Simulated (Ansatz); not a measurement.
## Geometry relaxation of TiCo2 (part 1 of 4)

The run: geometry relaxation of TiCo2 (24 atoms in the cell). Method and program: DFT r2SCAN, scalar-relativistic, plane waves, PAW, spin-polarised (Ansatz 0.2.0).

The structure derives from a Materials Project entry. Figures and captions count atoms from 1; the log counts them from 0 in places.

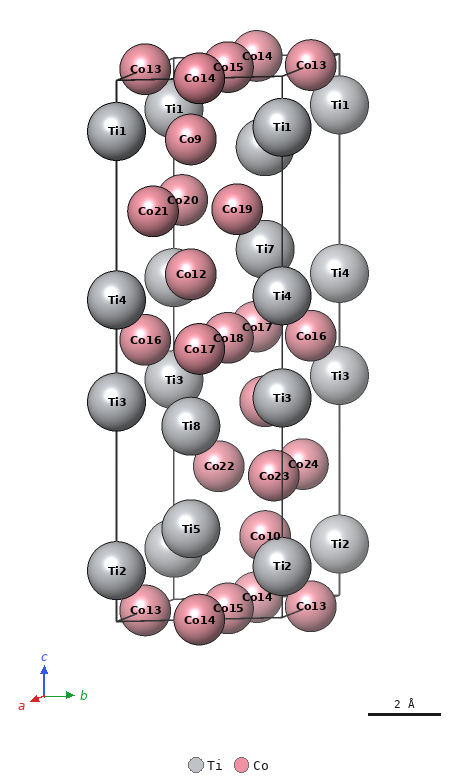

Fig. 1: The starting structure (spheres-only view of the cell of the calculation, seen slightly off an axis; atoms are numbered from 1 in the order of the input). An atom can appear more than once, as a periodic image.

Results in brief:

- outcome: converged
- space group (tolerance 0.01 Å): P6₃/mmc (194)
- electrons treated: 368
- free energy: −102145.3694 eV
- Fermi energy: 17.403 eV
- gap on the k-point mesh: none (metallic)
- net moment of the cell: 15.97 μB
- integrated absolute moment: 34.71 μB
- pressure: 0.01 GPa
- final volume: 298.75 Å³
- largest force (length of the vector) at the end: 0.001 eV/Å
- final cell: a = 4.732 Å, b = 4.732 Å, c = 15.404 Å, α = 90.00°, β = 90.00°, γ = 120.00°
- hardware: 4 threads of Intel Xeon @ 2.70GHz, 189 GiB of memory available, shared host
- wall time: 34 min (CPU time 2.1 h)
- peak memory: 7.8 GiB

Remarks:

The electronic state found may not be the lowest one.

The input:
```yaml
crystal:
  lattice:
    - [4.7336836548, 0.0, 0.0]
    - [-2.3668418274, 4.0994902986, 0.0]
    - [0.0, 0.0, 15.39209669]
  atoms:
    - { symbol: Ti, position: [0.0, 0.0, 0.90569103], spin: -0.72 }
    - { symbol: Ti, position: [0.0, 0.0, 0.09430897], spin: -0.72 }
    - { symbol: Ti, position: [0.0, 0.0, 0.40569103], spin: -0.72 }
    - { symbol: Ti, position: [0.0, 0.0, 0.59430897], spin: -0.72 }
    - { symbol: Ti, position: [0.66666667, 0.33333333, 0.15527376], spin: -0.89 }
    - { symbol: Ti, position: [0.33333333, 0.66666667, 0.84472624], spin: -0.89 }
    - { symbol: Ti, position: [0.33333333, 0.66666667, 0.65527376], spin: -0.89 }
    - { symbol: Ti, position: [0.66666667, 0.33333333, 0.34472624], spin: -0.89 }
    - { symbol: Co, position: [0.66666667, 0.33333333, 0.87454755], spin: 1.81 }
    - { symbol: Co, position: [0.33333333, 0.66666667, 0.12545245], spin: 1.81 }
    - { symbol: Co, position: [0.33333333, 0.66666667, 0.37454755], spin: 1.81 }
    - { symbol: Co, position: [0.66666667, 0.33333333, 0.62545245], spin: 1.81 }
    - { symbol: Co, position: [0.5, 0.0, 0.0], spin: 1.71 }
    - { symbol: Co, position: [0.0, 0.5, 0.0], spin: 1.71 }
    - { symbol: Co, position: [0.5, 0.5, 0.0], spin: 1.71 }
    - { symbol: Co, position: [0.5, 0.0, 0.5], spin: 1.71 }
    - { symbol: Co, position: [0.0, 0.5, 0.5], spin: 1.71 }
    - { symbol: Co, position: [0.5, 0.5, 0.5], spin: 1.71 }
    - { symbol: Co, position: [0.83600364, 0.67200728, 0.75], spin: 1.72 }
    - { symbol: Co, position: [0.32799272, 0.16399636, 0.75], spin: 1.72 }
    - { symbol: Co, position: [0.83600364, 0.16399636, 0.75], spin: 1.72 }
    - { symbol: Co, position: [0.16399636, 0.32799272, 0.25], spin: 1.72 }
    - { symbol: Co, position: [0.67200728, 0.83600364, 0.25], spin: 1.72 }
    - { symbol: Co, position: [0.16399636, 0.83600364, 0.25], spin: 1.72 }
basis:
  ecutwfc: 500
kpoints:
  mp_grid: { grid: [12, 12, 4] }
hamiltonian:
  xc: r2scan
scf:
  occupations: { method: gaussian, width: 0.1 }
output:
  forces: true
  stress: true
  eigenvalues: true
  populations: true
magnetization:
  spin_polarized: true
relax:
  adjacent_minimum: "off"
  f_tol: 0.005
  max_steps: 80
  cell: { stress_tol: 0.05 }
```

Command:
```bash
ansatz run input.yaml --threads 4 --pin off --max-ram 10240MiB --backend cpu --events-out ev --progress --plain --runs-dir out
```

Log:
```
Engine: ansatz 0.2.0, x86_64-unknown-linux-gnu
Pseudopotentials: kind: paw
Pseudopotential: Ti, paw, valence charge 12, recommended cutoff 500 eV (meta_gga), Ti.paw.azcp
Pseudopotential: Co, paw, valence charge 17, recommended cutoff 500 eV (meta_gga), Co.paw.azcp
Functional definition: r2SCAN
  parameter k0 = 0.174
  parameter k1 = 0.065
  parameter a1 = 4.9479
  exchange = r2scan_x(k0 = k0, k1 = k1, a1 = a1)
  correlation = r2scan_c
Crystal: 24 atoms, lattice volume = 298.694 Å³
Basis set: ecut = 500 eV, 7575 PW (Γ), exchange–correlation on 144×144×480 points (64 copies of the dense FFT grid, shifted against one another)
Bands: 242, of which v1, the nominal top of the filled ones, is band 184 counted from 1 (183 counted from 0)
Symmetry: 24 space group operations
Space group: P63/mmc (ITA 194), of the structure as read, at distance tolerance 6.7e-5 Å
Magnetic group: BNS 194.263 (UNI 1493), of the structure as read, at distance tolerance 6.7e-5 Å
k-points: 57 of 576
Non-local potential: Ti, projectors of the file, l = 0: 3, l = 1: 2, l = 2: 3, l = 3: 1
Non-local potential: Co, projectors of the file, l = 0: 3, l = 1: 2, l = 2: 3, l = 3: 1
PAW form: soft (Blöchl's): semilocal exchange-correlation on the pseudo side does not see the compensation charge
PAW frozen core: Ti, regenerated for the run's functional (the file was generated under x = pbe(κ = 0.804, μ = 0.2195149727645171), c = pbe(β = 0.06672455060314922))
PAW frozen core: Co, regenerated for the run's functional (the file was generated under x = pbe(κ = 0.804, μ = 0.2195149727645171), c = pbe(β = 0.06672455060314922))
PAW one-centre angular grid: Ti, 590 points (default); XC on 160 Gauss nodes
PAW one-centre angular grid: Co, 590 points (default); XC on 160 Gauss nodes
Initial density: superposition of atomic densities (chi_scale 0.1, normalization cell)
Starting moments: Σ|m| = 34.26 μB on 24 of 24 sites
Initial wavefunctions: pseudopotential atomic-orbital guess
Functional: x = r2scan, c = r2scan; τ floored in thin density (d = 2e-4 eV/Å³)
SCF iter   1: F=—  HF=-102143.585871 eV  |F-HF|=—  |Δ(HF+E_count)|=         —  Δρ=7.34e-2 (↑3.43e-2 ↓7.34e-2)  dr2=2.59e1  dr2_τ=1.77e-1  dr2_m=1.31e0  M=20.211 μB ∫|m|=32.443 μB  β_m=1.00  ethr=3.10e-3  ⟨swp⟩=4.0  Hψ=77475  notcnv=0  defer=321
Mixer restart at iter 1: flushing history
preconditioner: auto → Kerker (q_TF=auto, 2.825 Å⁻¹)  [metal: Δε(μ)=0.001 eV  Ē_g=5.964 eV  σ=0.100 eV  W_gap=0.00  n_scr=108 (ndim 8)  ℏωp=28.5 eV  f_vac=0.000  D(μ)=24.72/eV (n_scr^D=264)]
spin=Collinear: Kerker preconditioning applied to the charge; magnetization (m = ρ↑ − ρ↓) channel mixes plain (no charge-response kernel on spin).
SCF iter   2: F=—  HF=-102136.023803 eV  |F-HF|=—  |Δ(HF+E_count)|=    7.56e0  Δρ=2.56e-2 (↑2.39e-2 ↓2.56e-2)  dr2=1.21e1  dr2_τ=1.17e-1  dr2_m=7.29e-2  M=18.958 μB ∫|m|=33.300 μB  β_m=1.00  ethr=3.10e-3  ⟨swp⟩=2.4  Hψ=45794  notcnv=0  defer=4598  κ⁻¹=1.0e0(r=1)
SCF iter   3: F=—  HF=-102139.362298 eV  |F-HF|=—  |Δ(HF+E_count)|=    3.34e0  Δρ=1.89e-2 (↑1.86e-2 ↓1.89e-2)  dr2=8.66e0  dr2_τ=1.05e-2  dr2_m=7.54e-3  M=18.110 μB ∫|m|=33.590 μB  β_m=1.00  ethr=3.10e-3  ⟨swp⟩=2.1  Hψ=30883  notcnv=0  defer=4601  κ⁻¹=4.1e-2(r=2)
SCF iter   4: F=—  HF=-102144.837309 eV  |F-HF|=—  |Δ(HF+E_count)|=    5.48e0  Δρ=9.84e-3 (↑8.76e-3 ↓9.84e-3)  dr2=2.13e0  dr2_τ=1.02e-2  dr2_m=3.41e-3  M=16.701 μB ∫|m|=33.547 μB  β_m=1.00  ethr=2.35e-3  ⟨swp⟩=3.4  Hψ=43816  notcnv=0  defer=4602  κ⁻¹=1.3e-2(r=3)
SCF iter   5: F=—  HF=-102145.034938 eV  |F-HF|=—  |Δ(HF+E_count)|=   1.98e-1  Δρ=6.71e-3 (↑6.41e-3 ↓6.71e-3)  dr2=6.10e-1  dr2_τ=9.72e-3  dr2_m=1.28e-3  M=16.462 μB ∫|m|=33.301 μB  β_m=1.00  ethr=5.80e-4  ⟨swp⟩=2.6  Hψ=32542  notcnv=0  defer=4458  κ⁻¹=5.0e-3(r=4)
SCF iter   6: F=—  HF=-102145.298717 eV  |F-HF|=—  |Δ(HF+E_count)|=   2.64e-1  Δρ=4.30e-3 (↑3.43e-3 ↓4.30e-3)  dr2=8.57e-2  dr2_τ=1.03e-3  dr2_m=1.98e-3  M=16.301 μB ∫|m|=33.421 μB  β_m=1.00  ethr=1.66e-4  ⟨swp⟩=2.1  Hψ=46389  notcnv=0  defer=4448  κ⁻¹=2.4e-4(r=5)
SCF iter   7: F=—  HF=-102145.365912 eV  |F-HF|=—  |Δ(HF+E_count)|=         —  Δρ=5.09e-3 (↑1.59e-3 ↓5.09e-3)  dr2=7.93e-2  dr2_τ=9.56e-4  dr2_m=1.67e-2  M=16.052 μB ∫|m|=34.313 μB  β_m=1.00  ethr=2.33e-5  ⟨swp⟩=2.0  Hψ=43735  notcnv=0  defer=4447  κ⁻¹=2.4e-4(r=5)
SCF iter   8: F=—  HF=-102145.398258 eV  |F-HF|=—  |Δ(HF+E_count)|=         —  Δρ=3.40e-3 (↑1.21e-3 ↓3.40e-3)  dr2=2.12e-2  dr2_τ=3.33e-4  dr2_m=6.94e-3  M=16.110 μB ∫|m|=34.689 μB  β_m=1.00  ethr=2.16e-5  ⟨swp⟩=1.8  Hψ=33860  notcnv=0  defer=4446  κ⁻¹=2.4e-4(r=5)
SCF iter   9: F=—  HF=-102145.376069 eV  |F-HF|=—  |Δ(HF+E_count)|=   2.22e-2  Δρ=3.09e-3 (↑2.43e-3 ↓3.09e-3)  dr2=6.85e-2  dr2_τ=2.92e-4  dr2_m=8.85e-4  M=16.064 μB ∫|m|=34.834 μB  β_m=1.00  ethr=1.36e-5  ⟨swp⟩=2.0  Hψ=43854  notcnv=0  defer=4439  κ⁻¹=2.4e-4(r=5)
SCF iter  10: F=—  HF=-102145.352402 eV  |F-HF|=—  |Δ(HF+E_count)|=   2.37e-2  Δρ=1.40e-3 (↑4.75e-4 ↓1.40e-3)  dr2=5.27e-3  dr2_τ=5.11e-5  dr2_m=1.01e-3  M=16.064 μB ∫|m|=34.805 μB  β_m=1.00  ethr=1.36e-5  ⟨swp⟩=2.1  Hψ=40978  notcnv=0  defer=4406  κ⁻¹=2.2e-4(r=6)
SCF iter  11: F=—  HF=-102145.361756 eV  |F-HF|=—  |Δ(HF+E_count)|=   9.35e-3  Δρ=8.15e-4 (↑4.76e-4 ↓8.15e-4)  dr2=2.47e-3  dr2_τ=4.12e-5  dr2_m=1.35e-4  M=16.056 μB ∫|m|=34.721 μB  β_m=1.00  ethr=1.43e-6  ⟨swp⟩=2.3  Hψ=45353  notcnv=0  defer=4368  κ⁻¹=2.9e-5(r=7)
SCF iter  12: F=—  HF=-102145.366927 eV  |F-HF|=—  |Δ(HF+E_count)|=   5.17e-3  Δρ=4.43e-4 (↑3.14e-4 ↓4.43e-4)  dr2=8.20e-4  dr2_τ=8.41e-6  dr2_m=2.21e-5  M=16.029 μB ∫|m|=34.690 μB  β_m=1.00  ethr=6.72e-7  ⟨swp⟩=2.0  Hψ=37110  notcnv=0  defer=4368  κ⁻¹=3.8e-6(r=8)
SCF iter  13: F=—  HF=-102145.368724 eV  |F-HF|=—  |Δ(HF+E_count)|=   1.80e-3  Δρ=2.12e-4 (↑2.00e-4 ↓2.12e-4)  dr2=2.64e-4  dr2_τ=3.22e-6  dr2_m=7.42e-6  M=15.994 μB ∫|m|=34.674 μB  β_m=1.00  ethr=2.23e-7  ⟨swp⟩=2.0  Hψ=48673  notcnv=0  defer=4367  κ⁻¹=4.0e-6(r=8)
SCF iter  14: F=—  HF=-102145.368997 eV  |F-HF|=—  |Δ(HF+E_count)|=   2.74e-4  Δρ=1.38e-4 (↑9.99e-5 ↓1.38e-4)  dr2=4.74e-5  dr2_τ=1.13e-6  dr2_m=4.28e-6  M=15.965 μB ∫|m|=34.696 μB  β_m=1.00  ethr=7.17e-8  ⟨swp⟩=2.0  Hψ=43212  notcnv=0  defer=4366  κ⁻¹=2.3e-6(r=8)
SCF iter  15: F=—  HF=-102145.369116 eV  |F-HF|=—  |Δ(HF+E_count)|=   1.19e-4  Δρ=7.73e-5 (↑7.73e-5 ↓6.86e-5)  dr2=1.89e-5  dr2_τ=4.47e-7  dr2_m=2.42e-6  M=15.958 μB ∫|m|=34.709 μB  β_m=1.00  ethr=1.29e-8  ⟨swp⟩=2.0  Hψ=48587  notcnv=0  defer=4367  κ⁻¹=1.5e-6(r=8)
SCF iter  16: F=—  HF=-102145.369143 eV  |F-HF|=—  |Δ(HF+E_count)|=   2.65e-5  Δρ=4.65e-5 (↑3.70e-5 ↓4.65e-5)  dr2=6.03e-6  dr2_τ=1.49e-7  dr2_m=7.02e-7  M=15.963 μB ∫|m|=34.699 μB  β_m=1.00  ethr=5.14e-9  ⟨swp⟩=2.0  Hψ=44819  notcnv=0  defer=4367  κ⁻¹=1.5e-6(r=8)
SCF iter  17: F=—  HF=-102145.369160 eV  |F-HF|=—  |Δ(HF+E_count)|=   1.73e-5  Δρ=2.09e-5 (↑2.02e-5 ↓2.09e-5)  dr2=1.30e-6  dr2_τ=4.03e-8  dr2_m=2.74e-7  M=15.965 μB ∫|m|=34.695 μB  β_m=1.00  ethr=1.64e-9  ⟨swp⟩=2.0  Hψ=48716  notcnv=0  defer=4367  κ⁻¹=2.3e-6(r=8)
SCF iter  18: F=—  HF=-102145.369164 eV  |F-HF|=—  |Δ(HF+E_count)|=   3.51e-6  Δρ=1.61e-5 (↑1.45e-5 ↓1.61e-5)  dr2=6.85e-7  dr2_τ=2.69e-8  dr2_m=1.09e-7  M=15.966 μB ∫|m|=34.696 μB  β_m=1.00  ethr=3.52e-10  ⟨swp⟩=2.0  Hψ=46886  notcnv=0  defer=4367  κ⁻¹=4.1e-5(r=8)
SCF iter  19: F=—  HF=-102145.369166 eV  |F-HF|=—  |Δ(HF+E_count)|=   1.98e-6  Δρ=9.33e-6 (↑8.32e-6 ↓9.33e-6)  dr2=2.13e-7  dr2_τ=5.65e-9  dr2_m=5.48e-8  M=15.964 μB ∫|m|=34.698 μB  β_m=1.00  ethr=1.86e-10  ⟨swp⟩=2.0  Hψ=48762  notcnv=0  defer=4367  κ⁻¹=3.2e-5(r=8)
SCF iter  20: F=—  HF=-102145.369166 eV  |F-HF|=—  |Δ(HF+E_count)|=   4.44e-7  Δρ=6.13e-6 (↑5.09e-6 ↓6.13e-6)  dr2=1.06e-7  dr2_τ=2.07e-9  dr2_m=1.74e-8  M=15.963 μB ∫|m|=34.701 μB  β_m=1.00  ethr=5.78e-11  ⟨swp⟩=2.0  Hψ=47886  notcnv=0  defer=4367  κ⁻¹=4.1e-5(r=8)
SCF iter  21: F=—  HF=-102145.369166 eV  |F-HF|=—  |Δ(HF+E_count)|=   2.13e-7  Δρ=3.87e-6 (↑2.78e-6 ↓3.87e-6)  dr2=5.63e-8  dr2_τ=8.58e-10  dr2_m=3.69e-9  M=15.963 μB ∫|m|=34.702 μB  β_m=1.00  ethr=2.88e-11  ⟨swp⟩=2.0  Hψ=41777  notcnv=0  defer=4367  κ⁻¹=1.9e-5(r=8)
SCF iter  22: F=—  HF=-102145.369167 eV  |F-HF|=—  |Δ(HF+E_count)|=   1.89e-7  Δρ=2.34e-6 (↑1.89e-6 ↓2.34e-6)  dr2=2.31e-8  dr2_τ=2.96e-10  dr2_m=1.33e-9  M=15.963 μB ∫|m|=34.701 μB  β_m=1.00  ethr=1.53e-11  ⟨swp⟩=2.0  Hψ=48926  notcnv=0  defer=4367  κ⁻¹=7.3e-5(r=8)
SCF iter  23: F=-102145.369167 eV  HF=-102145.369167 eV  |F-HF|=5.40e-8  |Δ(HF+E_count)|=   5.00e-8  Δρ=3.88e-6 (↑1.88e-6 ↓3.88e-6)  dr2=7.91e-8  dr2_τ=4.95e-10  dr2_m=4.05e-9  M=15.963 μB ∫|m|=34.701 μB  ethr=6.28e-12  ⟨swp⟩=8.0  Hψ=109880  notcnv=0
SCF 1 converged in 23 iterations: F = -102145.369167 eV  dr2 = 7.91e-8
  greatest PAW one-centre occupation: 1.003 electrons in one spin orbital (limit 2), on the Co atom at site 11 (counted from 0), in its partial waves of l = 1
relax step   1: F+E_penalty+E_count = -102145.36916668 eV  Δ(F+E_penalty+E_count) = +0.000e0 eV  max|allowed force component| = 1.248e-2 eV/Å  Δτ_max = 0.0000 Å  P = +0.050 GPa  Ω = 298.694 Å³  (23 SCF iters, dr2 threshold 1.00e-7 eV, accepted)
Crystal: 24 atoms, lattice volume = 298.752 Å³
Initial density: handed on by an earlier stage of this run
Starting moments: Σ|m| = 34.26 μB on 24 of 24 sites; this step starts from the density that it was given
Initial wavefunctions: those handed on with the density
iter 1 solved again at ethr=1.30e-8 eV; its pass at ethr=3.10e-3 eV (dr2=4.77e-5 eV) is discarded
```
